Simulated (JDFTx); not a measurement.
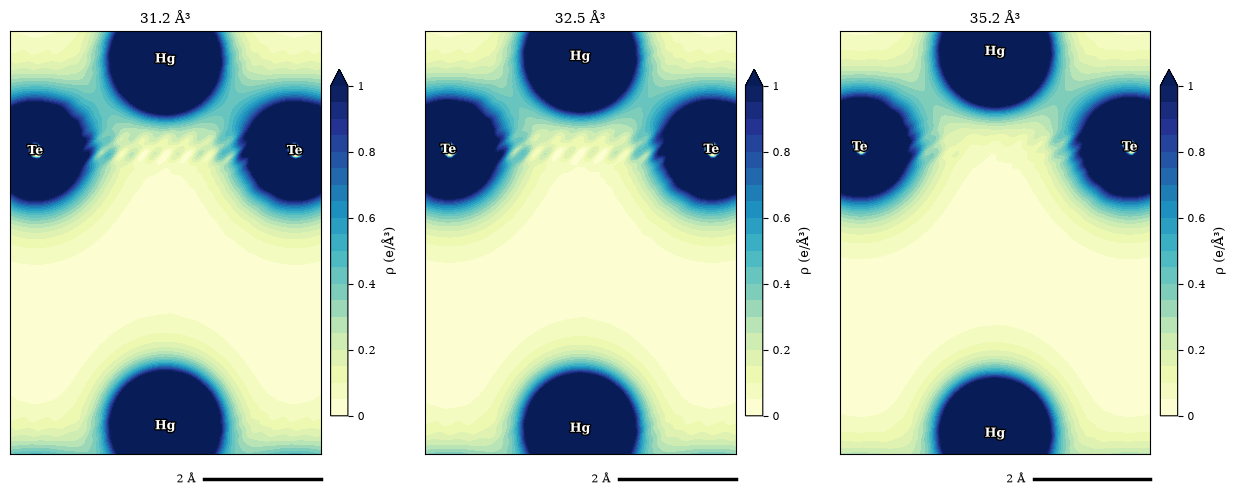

HgTe. The valence charge density (pseudo) of cells scaled evenly to different volumes (given per atom above each panel), on the (11̄0) plane of each (indices in the axes of the cell below), at one length scale and on one colour scale.

Computed with Kohn-Sham DFT of a periodic cell, PBEsol, PseudoDojo-SR-PBEsol-0.4.1-standard in JDFTx 1.7.0 (patched build).

The largest cell:

```
Hg Te
1.0
     0.00000    3.27755    3.27755
     3.27755    0.00000    3.27755
     3.27755    3.27755    0.00000
Hg Te
1 1
Direct
  0.00000 0.00000 0.00000
  0.75000 0.75000 0.75000
```

| volume (Å³/atom) | Hg–Te contact in the plane (Å) | ρ at its midpoint (e/Å³) | pressure (GPa) | 
| --- | --- | --- | --- |
| 31.22 | 2.727 | 0.431 | 5.5 | 
| 32.55 | 2.765 | 0.405 | 2.9 | 
| 33.22 | 2.784 | ? | ? | 
| 35.21 | 2.838 | 0.361 | −0.8 | 

What values belong in the row with question marks?

Over the known rows ln ρ falls by 1.59 per Å of Hg–Te distance (a least-squares line), which gives 0.393 e/Å³ at 2.784 Å; the calculation gives 0.393 e/Å³. For the pressure, a straight line in volume between the neighbouring rows gives 2.0 GPa; the calculation gives 1.8.
